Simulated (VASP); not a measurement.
```xyz
14
Lattice="5.8610 0.0000 0.0000 0.0000 4.1444 0.0000 0.0000 0.0000 28.4331" Properties=species:S:1:pos:R:3 pbc="T T T"
In    2.9305    2.0722    7.9999
In    0.0000    0.0000   10.0721
In    2.9305    2.0722   12.1443
In    0.0000    0.0000   14.2165
In    2.9305    2.0722   16.2887
In    0.0000    0.0000   18.3609
In    2.9305    2.0722   20.4331
P     4.3957    0.0000    7.9999
P     1.4652    2.0722   10.0721
P     4.3957    0.0000   12.1443
P     1.4652    2.0722   14.2165
P     4.3957    0.0000   16.2887
P     1.4652    2.0722   18.3609
P     4.3957    0.0000   20.4331
```

Not relaxed (largest force 1.5 eV/Å).

All numbers below come from Kohn-Sham DFT of a periodic cell, PBEsol, VASP PAW PBE potentials, recommended in VASP.

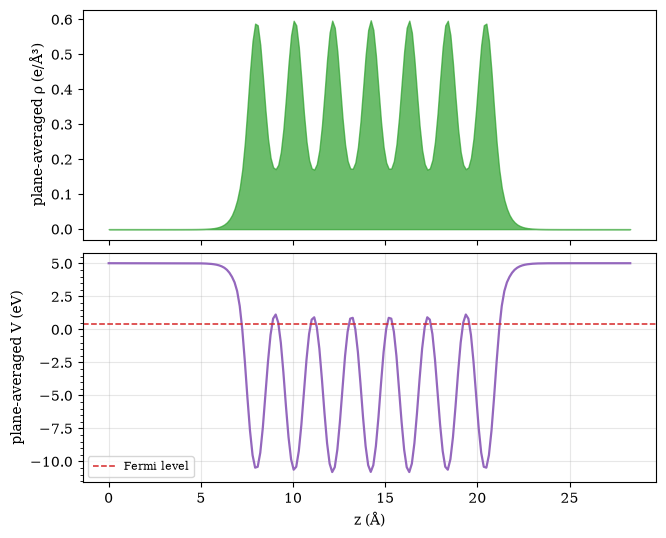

InP (slab). Plane average of the electrostatic potential energy of an electron and of the valence electron density across the slab.

Question: How far above the Fermi level of the calculation is the vacuum level?

Answer: 4.6 eV. The slab has a gap, so the Fermi level lies inside it and this isn't a work function in the metallic sense.

Question: What are the slab's thickness and the vacuum gap?

Answer: The outermost nuclei are 12.4 Å apart, in 7 atomic planes; the vacuum between periodic images is 16.0 Å wide.
